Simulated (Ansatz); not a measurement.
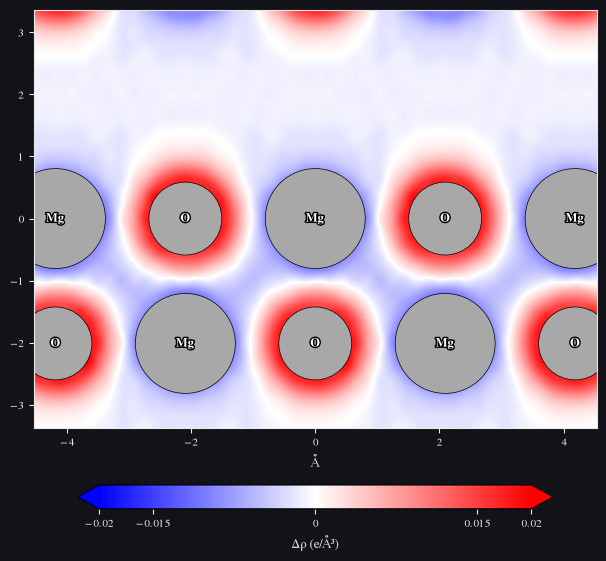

MgO. Difference of the valence pseudo-densities of two functionals at the same geometry, on the (110) plane of the calculation cell: one of PBE and r2SCAN less the other.

Both computed with Ansatz (plane waves, PAW), on the same k-point mesh. Grey discs cover the atomic cores.

```
CELL_PARAMETERS angstrom
3.48408 0.00000 0.00000
-1.74204 3.01730 0.00000
0.00000 0.00000 4.18532
ATOMIC_POSITIONS crystal
Mg 0.66667 0.33333 0.75000
Mg 0.33333 0.66667 0.25000
O 0.66667 0.33333 0.25000
O 0.33333 0.66667 0.75000
```

Question: Which was subtracted from which, and what does the map show?

Answer: It is r2SCAN less PBE. Against PBE, r2SCAN gives more density around O (+0.013 e/Å³ on average at 0.7 Å from the nucleus).
